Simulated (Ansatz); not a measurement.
The coordinates of a crystal:

```
Ge
1.0
     4.24366    0.00000    0.00000
     0.00000    6.51814    0.00000
     0.00000    0.00000   13.15265
Ge
16
Direct
  0.00000 0.00000 0.40684
  0.00000 0.00000 0.59316
  0.00000 0.00000 0.90684
  0.00000 0.00000 0.09316
  0.00000 0.33333 0.34412
  0.00000 0.66667 0.65588
  0.00000 0.66667 0.84412
  0.00000 0.33333 0.15588
  0.50000 0.50000 0.40684
  0.50000 0.50000 0.59316
  0.50000 0.50000 0.90684
  0.50000 0.50000 0.09316
  0.50000 0.83333 0.34412
  0.50000 0.16667 0.65588
  0.50000 0.16667 0.84412
  0.50000 0.83333 0.15588
```

Question: Before looking at a picture, describe the arrangement of atoms.

Answer: The element is germanium. Space group Cmcm (No. 63), lattice base-centred orthorhombic. The cell holds 16 atoms. Each Ge atom is coordinated by four Ge in a distorted tetrahedral arrangement at 2.32 to 2.52 Å. The bonds build a three-dimensional framework.

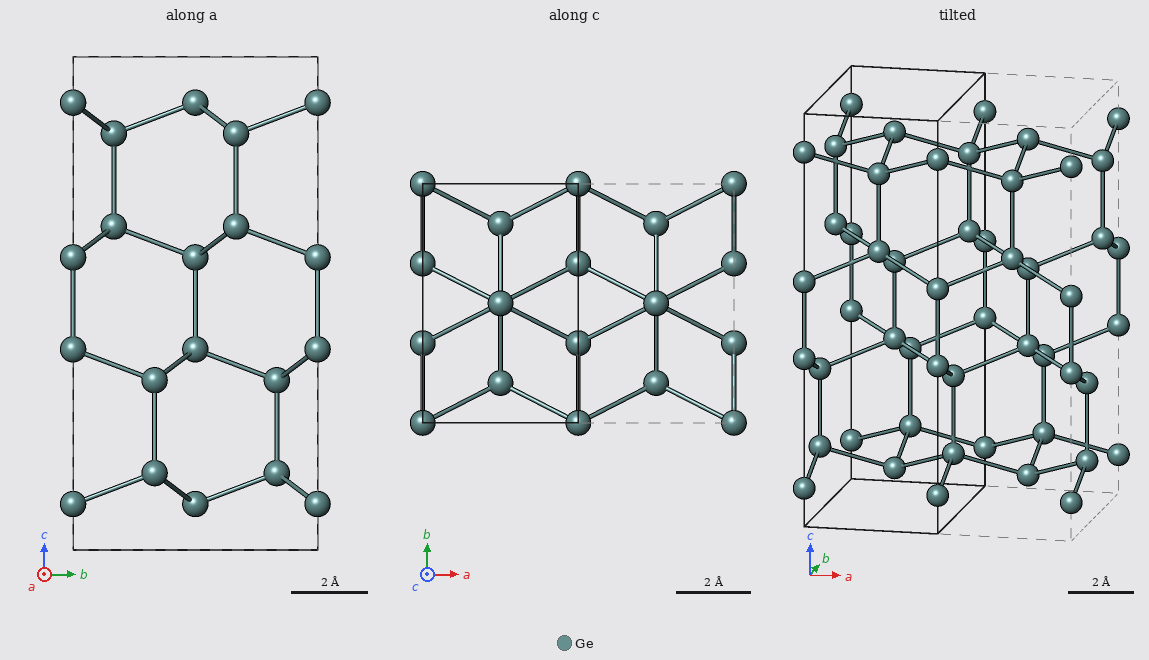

Shown here is a ball-and-stick view of the crystal, taken along the a axis, along the c axis and slightly off an axis. The drawing covers 2×1×1 cells, and the solid lines enclose one conventional unit cell. Colours: germanium teal.

It goes back to a structure listed in the Materials Project. The cell was then strained or its atoms displaced on purpose. Ansatz was used for an electronic-structure calculation on it.

At this level of theory the run's own cell isn't at rest (forces up to 1.1 eV/Å), so its distances can differ from those at equilibrium, the more so the softer the solid.
